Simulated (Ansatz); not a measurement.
Take the following structure.

```cif
data_structure
_symmetry_space_group_name_H-M 'P 1'
_symmetry_Int_Tables_number 1
_cell_length_a 3.9970
_cell_length_b 3.9970
_cell_length_c 6.5964
_cell_angle_alpha 90.000
_cell_angle_beta 90.000
_cell_angle_gamma 120.000
_cell_volume 91.26
loop_
_atom_site_label
_atom_site_type_symbol
_atom_site_fract_x
_atom_site_fract_y
_atom_site_fract_z
_atom_site_occupancy
Ge1 Ge 0.66667 0.33333 0.07428 1
Ge2 Ge 0.33333 0.66667 0.55154 1
Ge3 Ge 0.66667 0.33333 0.44846 1
Ge4 Ge 0.33333 0.66667 0.92572 1
```

**What would you see if this were drawn?**

The element is germanium. Its lattice is primitive hexagonal, its space group P-3m1 (No. 164). The cell holds four atoms. The neighbours of Ge are four Ge in a tetrahedral arrangement at 2.41 to 2.51 Å. The bonds build a three-dimensional framework.

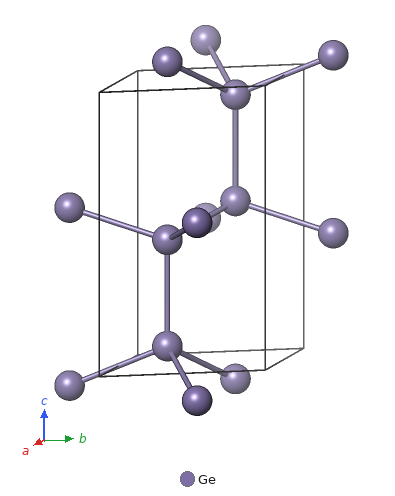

The image is a ball-and-stick drawing of a crystal, viewed slightly off an axis. One conventional unit cell is framed, with atoms on its boundary repeated. Periodic images bonded to atoms of the box are shown as well. Colours: germanium purple.

The cell started as a structure listed in the Materials Project. The cell was then strained or its atoms displaced on purpose. It went into a calculation with Ansatz.

At this level of theory the run's own cell isn't at rest (forces up to 0.9 eV/Å), so its distances can differ from those at equilibrium, the more so the softer the solid.
